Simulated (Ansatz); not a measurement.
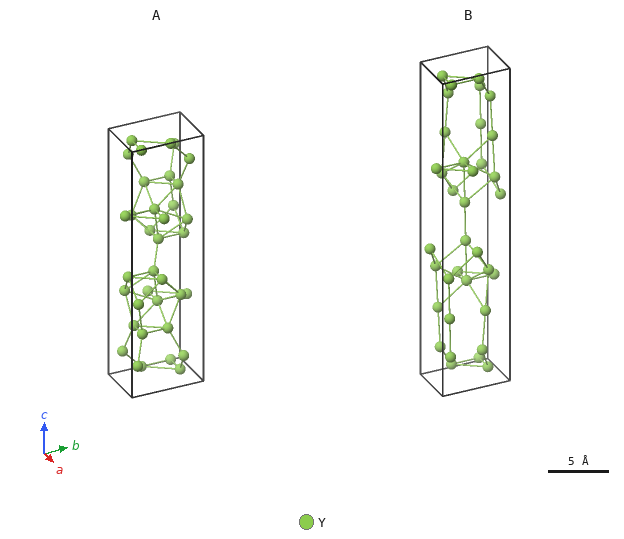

Two geometries of a crystal of Y (built on the alpha-boron_166 type) (coarse preliminary run), drawn at one scale. One is the start of a relaxation, the other its converged end. A ball-and-stick model of the conventional cell (3 times the calculation's cell), seen slightly off an axis. Lengths and directions refer to the drawn axes.

These are results of Ansatz 0.2.0, DFT PBE, scalar-relativistic, plane waves, PAW, not measurements. Settings: plane-wave cutoff 420 eV; k-point mesh 3 × 3 × 3; occupations gaussian; smearing width 0.1 eV; no spin polarisation; cell and atoms relaxed; force threshold 0.04 eV/Å; at most 70 steps.

> Which geometry has the lower energy?

Structure B is the relaxed one. Case: alpha-boron type (R-3m, No. 166). The largest moves relative to the cell, 0.80 Å, are those of Y atoms. Cell: a = b 8.342 → 7.855 Å (−5.8 %), c 21.341 → 27.131 Å (+27.1 %). Volume +12.7 %. Near-neighbour distances that change, for instance: Y–Y 2.975 → 4.167 Å, Y–Y 2.835 → 3.403 Å, Y–Y 3.054 → 3.554 Å, Y–Y 3.065 → 3.314 Å. Bonds break: Y–Y (2.97 → 4.17 Å). Bond angles that change, for instance: Y–Y–Y 129.2° → 179.8°, Y–Y–Y 107.0° → 89.1°, Y–Y–Y 124.0° → 127.5°. The space group stays R-3m (No. 166). After 8 accepted moves (9 points after the start) the energy has fallen by 8.609 eV per cell of the calculation. Largest force component: 2.3 eV/Å at the start, 0.019 eV/Å at the end. The pressure goes from 9.58 to −0.02 GPa. The SCF was repeated once at an unchanged geometry on a basis and grid sized afresh for the cell, which shifted the energy by 48.0 meV per cell of the calculation at most.
